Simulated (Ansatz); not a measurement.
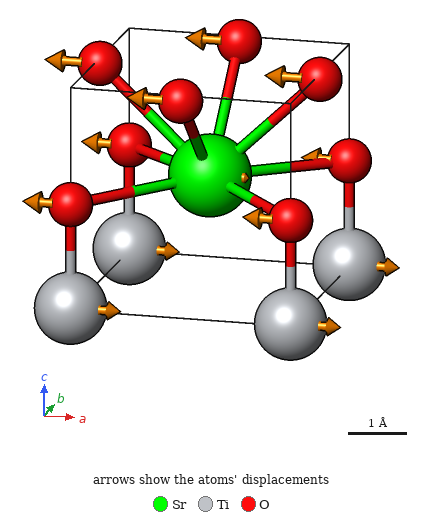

The lowest optical mode of crystalline SrTiO3 (a generated structure), space group P4mm (No. 99), at the zone centre. Displacements are drawn as orange arrows; their common scale and sign are arbitrary. A ball-and-stick model of the cell of the calculation, seen slightly off an axis.

These are results of DFT PBE, scalar-relativistic, plane waves, PAW in Ansatz 0.2.0, not measurements. Settings: plane-wave cutoff 420 eV; k-point mesh 8 × 8 × 8; occupations fixed; no spin polarisation.

Frequencies are those without the non-analytic (LO–TO) term.

Question: Is this crystal at a minimum with respect to the drawn distortion?

Answer: No. This is the E mode (doubly degenerate; one member of the set is drawn) at 2.10i THz, the lowest optical level, infrared- and Raman-active by symmetry. The O (2c) and O (1a) sublattices move against the Ti and Sr sublattices, along a; it stretches the O–Ti bonds (1.97 Å); the kinetic energy is shared as O 68 %, Ti 27 %, Sr 5 %. The frequency is imaginary, so the structure is unstable against this distortion. Freezing in the drawn pattern lowers the space group from P4mm to Pm (No. 6). Its infrared intensity is 140 (D/Å)²/amu for the set.
